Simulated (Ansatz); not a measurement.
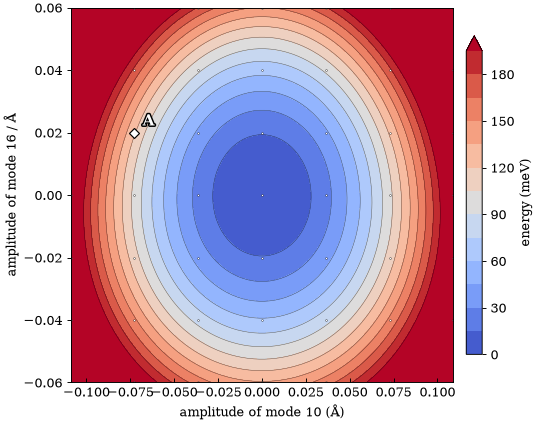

MoS₂ (P6_3/mmc, No. 194; 6 atoms in the cell). The energy is mapped over two normal modes frozen in (zone-centre modes of the 6-atom cell of this scan). Coordinates scanned: (1) amplitude of mode 10 (284 cm⁻¹), largest displacement; (2) amplitude of mode 16 (411 cm⁻¹), largest displacement. Nothing is relaxed (the cell and all other modes fixed). The scan uses a 7 × 7 grid; 28 points were computed and 21 follow by symmetry. Points are written as (first, second). Energies are in meV per cell, from the lowest grid point. The calculation used DFT PBE+D3(BJ), scalar-relativistic, plane waves, PAW in Ansatz. Settings: cutoff 420 eV, k-mesh 12×12×4 in the order of the run's cell vectors, gaussian smearing 0.05 eV, no spin polarisation.

The picture shows filled contours, dots at the grid points, one colour for all values above the top of the scale, the point A. Between grid points the surface is interpolated.

### Is A at rest? If not, where is it pushed?

A, at (−0.073 Å, 0.02 Å), is not a stationary point. The computed force is 2900 meV for each Å towards larger values of the first coordinate and 1900 meV for each Å towards smaller values of the second coordinate.

PAW datasets: the set soft_1.
